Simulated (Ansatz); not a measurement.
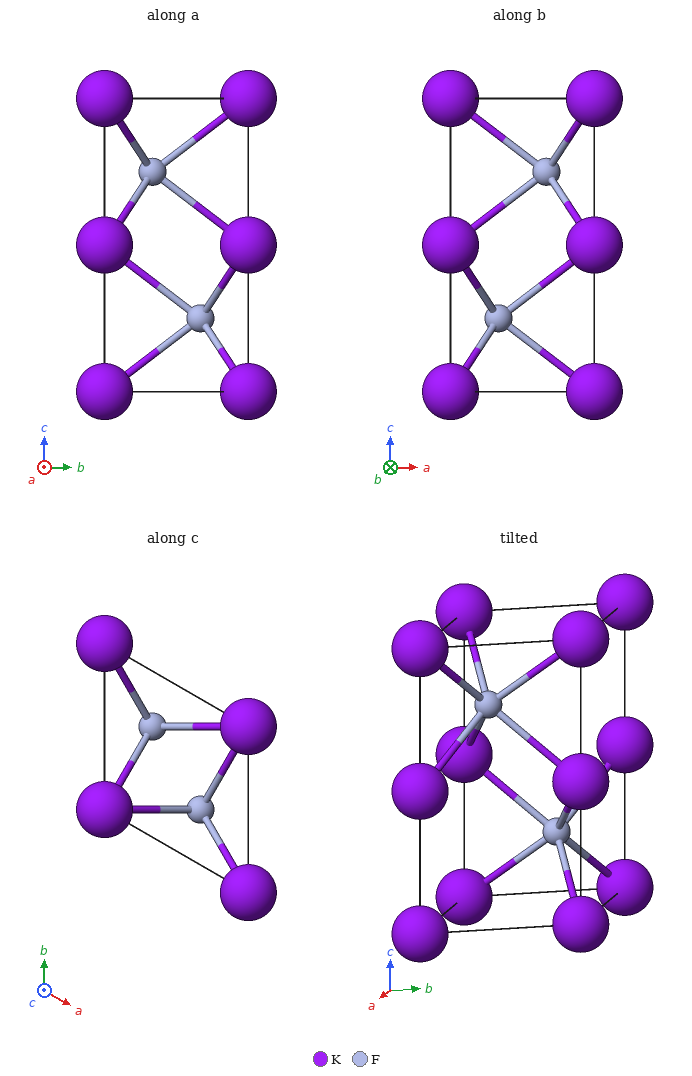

Crystal structure, ball-and-stick style, seen along the a axis, along the b axis, along the c axis and slightly off an axis. Lines trace the edges of the conventional unit cell.

Lattice parameters: a = 3.7027 Å, b = 3.7027 Å, c = 6.5335 Å, α = 90.000°, β = 90.000°, γ = 120.000°.

From the views, write a CIF in P1 with every atom of the cell.

```cif
data_structure
_symmetry_space_group_name_H-M 'P 1'
_symmetry_Int_Tables_number 1
_cell_length_a 3.7027
_cell_length_b 3.7027
_cell_length_c 6.5335
_cell_angle_alpha 90.000
_cell_angle_beta 90.000
_cell_angle_gamma 120.000
_cell_volume 77.57
loop_
_atom_site_label
_atom_site_type_symbol
_atom_site_fract_x
_atom_site_fract_y
_atom_site_fract_z
_atom_site_occupancy
K1 K 0.0000 0.0000 0.0000 1
K2 K 0.0000 0.0000 0.5000 1
F1 F 0.3333 0.6667 0.2500 1
F2 F 0.6667 0.3333 0.7500 1
```

Its origin is a structure type filled with these elements by a generator (whether the compound takes this form wasn't checked). The geometry was optimised with DFT, HSE06, plane waves, PAW in Ansatz 0.2.0.
